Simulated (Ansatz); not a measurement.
Rb: space group Cmcm (No. 63), a = 4.656 Å, b = 8.150 Å, c = 7.574 Å, α = 90.00°, β = 90.00°, γ = 90.00°. Source: the geometry relaxed at a target pressure of 1 GPa with DFT PBE, scalar-relativistic, plane waves, PAW in Ansatz. Forms under 0.4 % of the area are left out.

Q: Estimate the growth shape by the BFDH rule (face distance proportional to 1/d, absences counted).

A: The forms computed, by share of the surface:

| form | faces | d (Å) | share of area (%) |
| --- | --- | --- | --- |
| {110} | 4 | 4.043 | 27.0 |
| {111} | 8 | 3.567 | 26.2 |
| {002} | 2 | 3.787 | 19.4 |
| {020} | 2 | 4.075 | 13.8 |
| {021} | 4 | 3.589 | 13.5 |

The crystal is roughly equant (blocky). Widths along a, b and c stand as 1.00 : 0.86 : 0.93.

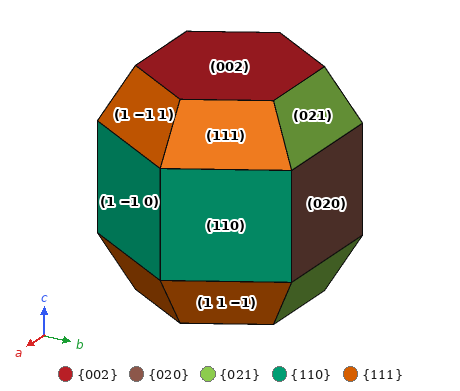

The computed shape, faces indexed. The rule is geometric and ignores bonding and growth conditions.
